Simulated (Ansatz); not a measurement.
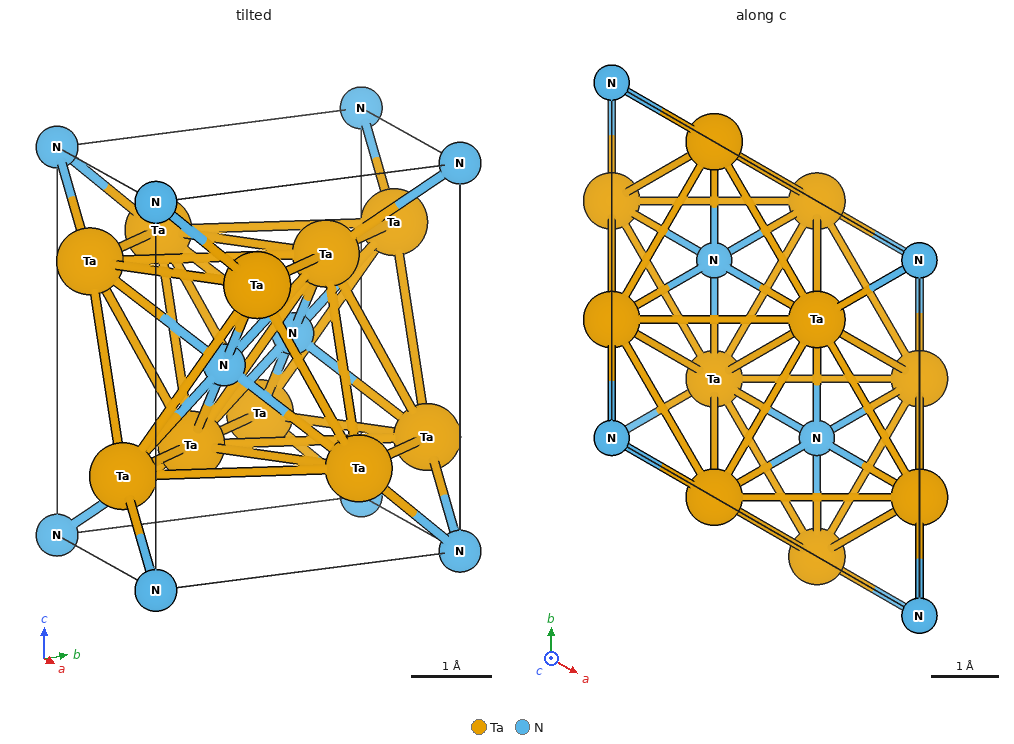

The figure gives a ball-and-stick picture of the atoms, viewed slightly off an axis and along the c axis. The parallelepiped is the conventional unit cell.

Ta₂N, space group P-31m (No. 162), a = 5.314 Å, b = 5.314 Å, c = 4.956 Å, α = 90.00°, β = 90.00°, γ = 120.00°. The model was built from a structure listed in the Materials Project. Earlier steps of the study may have refined or changed the cell and positions. An electronic-structure calculation with Ansatz was run on it.

This one geometry was computed with Ansatz (DFT, plane waves, PAW) at three levels of theory: PBE, r2SCAN and LDA.

Question: Which level gives the highest pressure at this volume, and what does that say about its equilibrium volume?

Answer: Highest: PBE (0.0 GPa), which points to the largest equilibrium volume. Lowest, with the smallest volume: LDA (-13.6 GPa). Levels within 0.5 GPa of each other can't be told apart.

Question: How does the band gap change with the level of theory?

Answer: All levels give a metal.

Question: Collect the results in a table.

Answer:
| level | cutoff (eV) | k-mesh of the run's cell | gap (eV) | pressure (GPa) |
| --- | --- | --- | --- | --- |
| PBE | 420 | 12×12×8 | metal | 0.0 |
| r2SCAN | 500 | 12×12×8 | metal | -4.0 |
| LDA | 420 | 12×12×8 | metal | -13.6 |

Gaps are taken on the k-mesh or band path of each run.
